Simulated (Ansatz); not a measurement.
## Run report: AlN, single-point calculation

System: AlN (2 atoms in the cell).
Method: DFT r2SCAN, scalar-relativistic, plane waves, PAW, no spin polarisation (Ansatz 0.2.0).

The structure derives from a Materials Project entry. It belongs to a series of runs on one base structure; here: volume × 0.94. Figures and captions count atoms from 1; the log counts them from 0 in places.

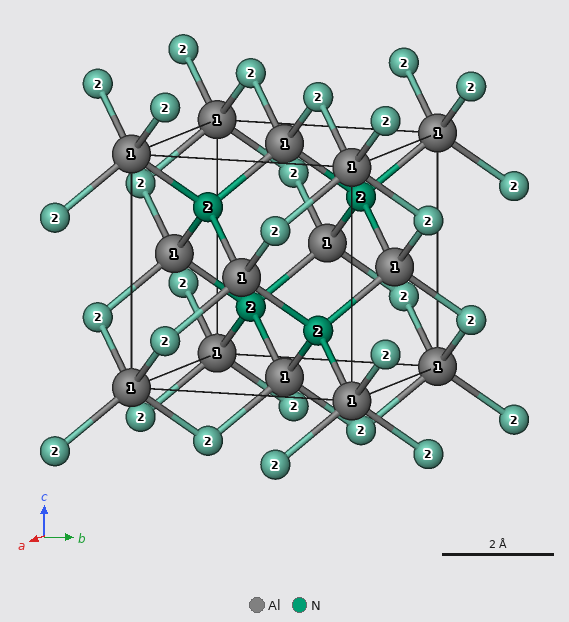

Figure 1. The input geometry (ball-and-stick view of the cell 4 times as large as that of the calculation, set on its symmetry axes, seen slightly off an axis; neighbours outside the cell are drawn fainter; atoms are numbered from 1 in the order of the input). An atom can appear more than once, as a periodic image. Near neighbours in the periodic cell (some may lie outside the picture): Al has 4 N at 1.85 Å; N has 4 Al at 1.85 Å.

Key numbers

| quantity | value |
| --- | --- |
| outcome | converged |
| space group (tolerance 0.01 Å) | F-43m (216) |
| electrons treated | 8 |
| free energy | −928.3828 eV |
| Fermi energy | 9.342 eV |
| gap on the k-point mesh | 3.99 eV |
| pressure | 14.65 GPa |
| largest force (length of the vector) | under 0.001 eV/Å |
| hardware | 1 thread of Intel Xeon @ 2.50GHz (Skylake/Cascade Lake), 189 GiB of memory available, shared host |
| wall time | 5.4 s |
| peak memory | 0.36 GiB |

The cell is under a pressure of 14.6 GPa at this level, so it is not at its equilibrium volume.

The input
```yaml
crystal:
  lattice:
    - [0.0, 2.1402983043, 2.1402983043]
    - [2.1402983043, 0.0, 2.1402983043]
    - [2.1402983043, 2.1402983043, 0.0]
  atoms:
    - { symbol: Al, position: [0.0, 0.0, 0.0] }
    - { symbol: "N", position: [0.75, 0.75, 0.75] }
basis:
  ecutwfc: 500
kpoints:
  mp_grid: { grid: [10, 10, 10] }
hamiltonian:
  xc: r2scan
scf:
  occupations: { method: gaussian, width: 0.02 }
output:
  forces: true
  stress: true
  eigenvalues: true
  write_density: true
  write_potential: true
  elf: true
  volumetric_format: npy
```

Launch command:
```bash
ansatz run input.yaml --threads 1 --pin off --max-ram 2560MiB --backend cpu --events-out ev --progress --plain --runs-dir out
```

Log
```
Engine: ansatz 0.2.0, x86_64-unknown-linux-gnu
Pseudopotentials: kind: paw
Pseudopotential: Al, paw, valence charge 3, recommended cutoff 500 eV (meta_gga), Al.paw.azcp
Pseudopotential: N, paw, valence charge 5, recommended cutoff 500 eV (meta_gga), N.paw.azcp
Functional definition: r2SCAN
  parameter k0 = 0.174
  parameter k1 = 0.065
  parameter a1 = 4.9479
  exchange = r2scan_x(k0 = k0, k1 = k1, a1 = a1)
  correlation = r2scan_c
Crystal: 2 atoms, lattice volume = 19.609 Å³
Basis set: ecut = 500 eV, 531 PW (Γ), exchange–correlation on 96×96×96 points (64 copies of the dense FFT grid, shifted against one another)
Bands: 8, of which v1, the nominal top of the filled ones, is band 4 counted from 1 (3 counted from 0)
Symmetry: 24 space group operations
Space group: F-43m (ITA 216), of the structure as read, at distance tolerance 2.7e-5 Å
k-points: 47 of 1000 (time reversal used)
Non-local potential: Al, projectors of the file, l = 0: 2, l = 1: 2, l = 2: 1
Non-local potential: N, projectors of the file, l = 0: 2, l = 1: 2, l = 2: 1
PAW form: soft (Blöchl's): semilocal exchange-correlation on the pseudo side does not see the compensation charge
PAW frozen core: Al, regenerated for the run's functional (the file was generated under x = pbe(κ = 0.804, μ = 0.2195149727645171), c = pbe(β = 0.06672455060314922))
PAW frozen core: N, regenerated for the run's functional (the file was generated under x = pbe(κ = 0.804, μ = 0.2195149727645171), c = pbe(β = 0.06672455060314922))
PAW one-centre angular grid: Al, 302 points (default); XC on 160 Gauss nodes
PAW one-centre angular grid: N, 302 points (default); XC on 160 Gauss nodes
Initial density: superposition of atomic densities (neutral atoms: chi_scale 0, normalization atom), corrected by the library's trained network
Initial wavefunctions: pseudopotential atomic-orbital guess
Functional: x = r2scan, c = r2scan; τ floored in thin density (d = 2e-4 eV/Å³)
SCF iter   1: F=—  HF=-928.305505 eV  |F-HF|=—  |Δ(HF+E_count)|=         —  Δρ=6.95e-3  dr2=9.90e-3  dr2_τ=1.83e-1  ethr=1.77e-3  ⟨swp⟩=5.3  Hψ=2892  notcnv=0
preconditioner: auto → none  [insulator: Δε(μ)=4.004 eV  Ē_g=17.196 eV  σ=0.020 eV  W_gap=1.00  n_scr=0 (ndim 8)  ℏωp=23.7 eV  f_vac=0.000  D(μ)=0.00/eV (n_scr^D=0)  ε∞_Penn≈2.9]
SCF iter   2: F=—  HF=-928.382939 eV  |F-HF|=—  |Δ(HF+E_count)|=   7.74e-2  Δρ=4.62e-3  dr2=1.87e-3  dr2_τ=1.69e-4  ethr=1.24e-4  ⟨swp⟩=2.9  Hψ=1189  notcnv=0
SCF iter   3: F=—  HF=-928.382772 eV  |F-HF|=—  |Δ(HF+E_count)|=   1.67e-4  Δρ=8.91e-4  dr2=8.93e-5  dr2_τ=2.86e-5  ethr=2.34e-5  ⟨swp⟩=2.0  Hψ=564  notcnv=0
SCF iter   4: F=—  HF=-928.382764 eV  |F-HF|=—  |Δ(HF+E_count)|=   8.44e-6  Δρ=1.50e-4  dr2=4.35e-6  dr2_τ=2.81e-7  ethr=1.12e-6  ⟨swp⟩=2.1  Hψ=565  notcnv=0
SCF iter   5: F=—  HF=-928.382763 eV  |F-HF|=—  |Δ(HF+E_count)|=   9.39e-7  Δρ=6.59e-5  dr2=9.93e-7  dr2_τ=6.12e-8  ethr=5.44e-8  ⟨swp⟩=2.0  Hψ=542  notcnv=0
SCF iter   6: F=—  HF=-928.382763 eV  |F-HF|=—  |Δ(HF+E_count)|=   9.97e-8  Δρ=2.69e-5  dr2=1.64e-7  dr2_τ=2.45e-9  ethr=1.24e-8  ⟨swp⟩=1.8  Hψ=488  notcnv=0
SCF iter   7: F=-928.382763 eV  HF=-928.382763 eV  |F-HF|=5.27e-9  |Δ(HF+E_count)|=   2.64e-8  Δρ=6.31e-6  dr2=9.07e-9  dr2_τ=1.63e-10  ethr=1.25e-9  ⟨swp⟩=7.4  Hψ=1787  notcnv=0
SCF 1 converged in 7 iterations: F = -928.382763 eV  dr2 = 9.07e-9
  greatest PAW one-centre occupation: 0.798 electrons in one spin orbital (limit 2), on the N atom at site 1 (counted from 0), in its partial waves of l = 0
```

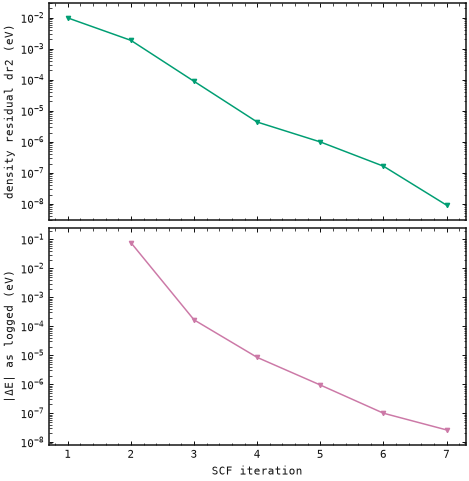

Figure 2. Convergence of the self-consistent field: density residual dr2 and size of the energy change against the SCF iteration. The residual falls at every step.

```
SCF converged after 7 iterations
Free energy (F): -928.382763 eV
Harris-Foulkes:  -928.382763 eV  (|F-HF|=5.27e-9)
Internal energy: -928.382763 eV  (E = F + TS)
E sigma→0 (E₀):  -928.382763 eV
Fermi energy:    9.342161 eV
--- Per-component energies (eV) ---
  E_band       = 15.736965
  E_kinetic    = 163.349166
  E_local      = -217.963237  (includes V_loc(G=0)·N_el)
  E_nonlocal   = 54.984693
  E_hartree    = 76.610370
  E_xc         = -99.680868
  E_vxc        = -120.230870  (∫ρ·V_xc dr)
  E_paw        = -602.934371  (= ΣΔE_a)
  E_vpaw       = -24.032564  (= ΣTr[D̂ρ^β])
  E_aug_tail   = 0.000021  (compensation charges beyond the density's cutoff)
  E_vtau       = 6.410530  (kinetic-family band-sum trace: ∫τ·v_τ [+ j·A + Jᵃ·Aᵃ] dr)
  E_ewald      = -302.658864
  E_core_change = -0.089673  (= ΣΔE_core)
  E_smearing   = -0.000000  (= −TS)
  E_closure    = -0.000000  (closes the sum)
  Σ components = -928.382763   (vs F -928.382763, Δ=0.00e0)
--- Forces (eV/Å), atoms counted from 1 ---
  atom   1  Al    -0.00000000     0.00000000    -0.00000000
  atom   2  N      0.00000000    -0.00000000     0.00000000
  max |Σ_I F_I| component: 2.22e-16 eV/Å
--- Stress (GPa, compression-positive) ---
       14.648428       0.000000      -0.000000
       -0.000000      14.648428       0.000000
        0.000000       0.000000      14.648428
  P = ⅓ Tr σ = 14.6484 GPa (146.484 kbar)
--- Band table (eV; the first three rows and the last of 47) ---
  k-point 0: bands = ["-8.7548", "7.3474", "7.3474", "7.3474", "12.7758", "21.5181", "21.5181", "21.5181"]
  k-point 1: bands = ["-8.5976", "6.5391", "7.2947", "7.2947", "13.4264", "21.1329", "21.6648", "21.6648"]
  k-point 2: bands = ["-8.1507", "4.8628", "7.1628", "7.1628", "14.5954", "20.3133", "21.4853", "21.4853"]
  k-point 46: bands = ["-5.8297", "3.1037", "4.0815", "4.6125", "13.8768", "19.5842", "21.2821", "21.9455"]
```

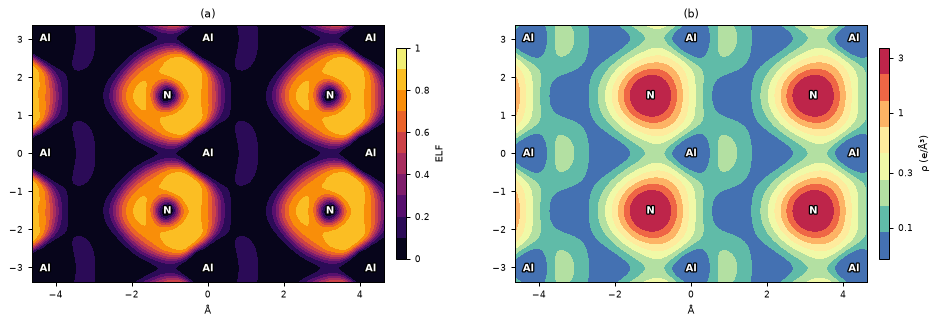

Figure 3. (a) ELF; (b) valence electron density on the (011) plane of the conventional cell. Atoms in the plane: Al and N. Al–N (1.85 Å): ρ at the midpoint is about 0.73 e/Å³; the ELF is about 0.85 at the midpoint. Away from the nuclei the density in this plane falls to 0.05 e/Å³ at its lowest. In a PAW calculation such maps are meaningful between the atoms, not at the nuclei.

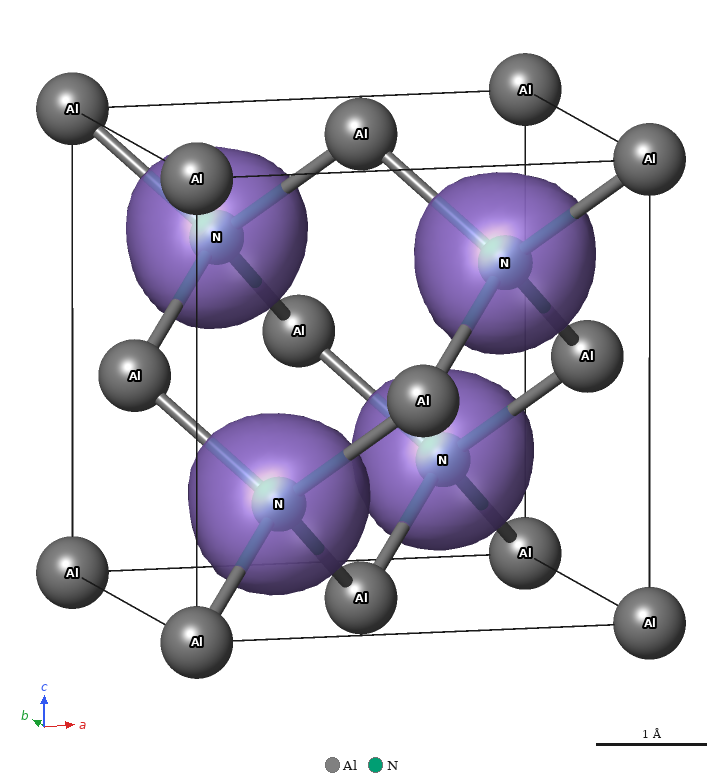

Figure 4. Isosurface of the valence charge density (pseudo) at 0.8 e/Å³ (purple), seen slightly off an axis. Sticks mark near contacts. The outline is the cell set on symmetry axes. At this value the density breaks into separate islands; it holds about 50 % of the electrons treated as valence. It is pinched off along the Al–N (1.85 Å) contacts. On the grid the lowest density along these lines, outside the cores, is 0.6 e/Å³ (Al–N, 1.85 Å).
